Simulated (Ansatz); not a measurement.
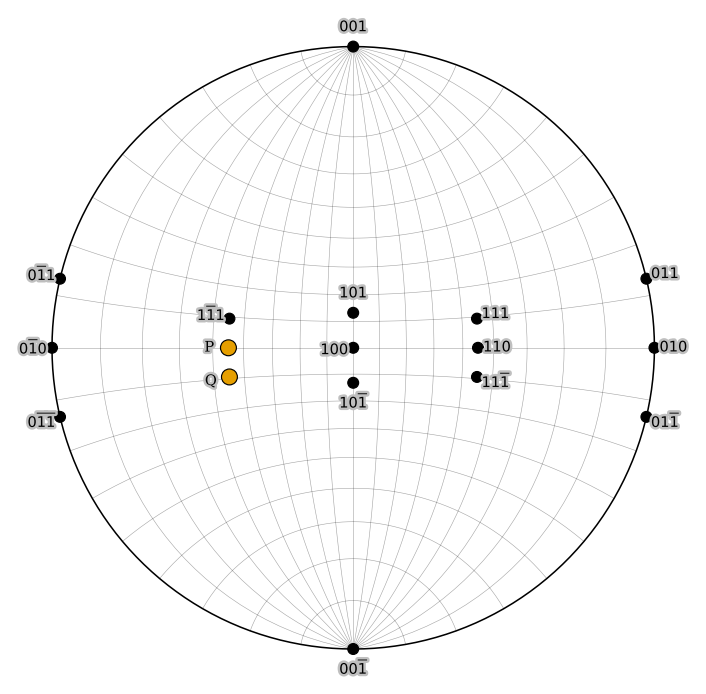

Stereographic projection of plane normals (upper hemisphere) centred on (1 0 0). Crystal: Na₆H₅F, the geometry relaxed with DFT PBE, scalar-relativistic, plane waves, PAW (Ansatz). All values are computed from the atomic coordinates in the standard setting (tolerance 0.002 Å).

a = 3.397 Å, b = 3.397 Å, c = 14.419 Å, α = 90.00°, β = 90.00°, γ = 90.00°.

**Index the poles marked P, Q.**

P is (1 −1 0), 45.0° from the centre; Q is (1 −1 −1), 45.8° from the centre.

**What is the angle between the normals of (1 1 0) and (0 1 0), and what are their d_hkl = 1/|g|?**

45.0°; d = 2.402 Å and 3.397 Å.
